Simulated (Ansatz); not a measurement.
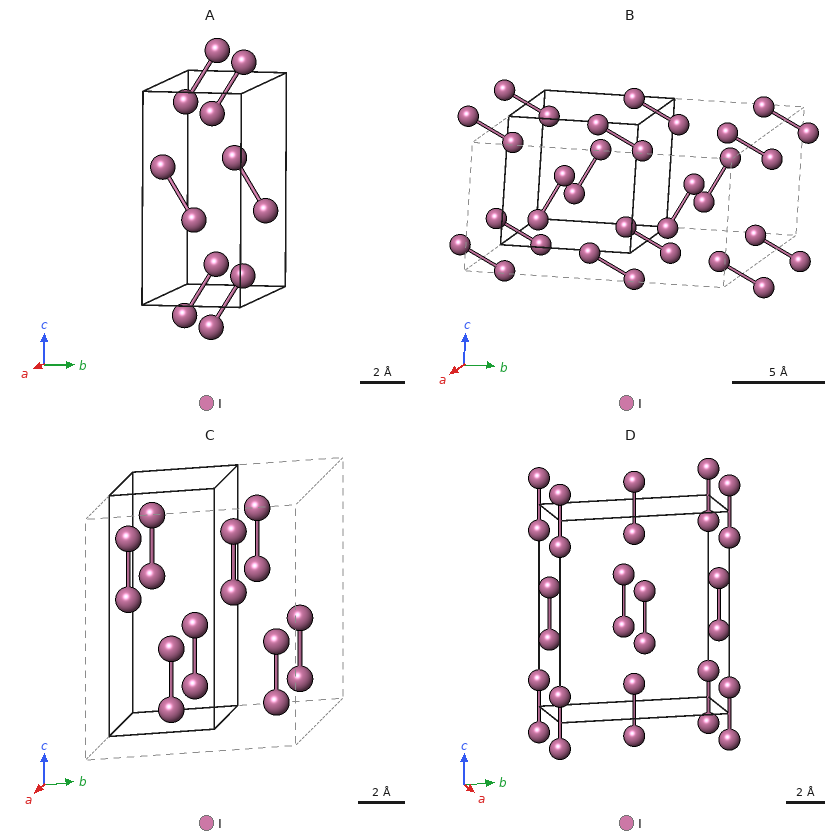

Four structures of I, each relaxed to rest (conventional cells in solid outline, small ones repeated, each panel with its own scale). Method: DFT PBE, scalar-relativistic, plane waves, PAW in Ansatz, without spin polarisation.

What are the structures shown?

A: 8 atoms a cell on a base-centred monoclinic lattice, C2/c; B: 4 atoms a cell on a primitive triclinic lattice, P-1; C: 4 atoms a cell on a primitive hexagonal lattice, P6_3/mmc; D: 8 atoms a cell on a face-centred orthorhombic lattice, Fmmm.

Rank them by energy, lowest first.

B, then A (+22 meV/atom), D (+86 meV/atom) and C (+120 meV/atom), energies at zero smearing.

Collect the results in a table.

| panel | structure | E − E(lowest) (meV/atom) | volume (Å³/atom) | gap (eV) |
| --- | --- | --- | --- | --- |
| B | P-1 | 0 | 59.2 | 1.60 |
| A | C2/c | 22 | 51.8 | 1.03 |
| D | Fmmm | 86 | 54.9 | 0.21 |
| C | P6_3/mmc | 120 | 54.5 | 0.29 |

Some of these may be structure types tried for this composition rather than known phases, and the most stable form need not be among them. Gaps are taken on the k-mesh or band path of each run.
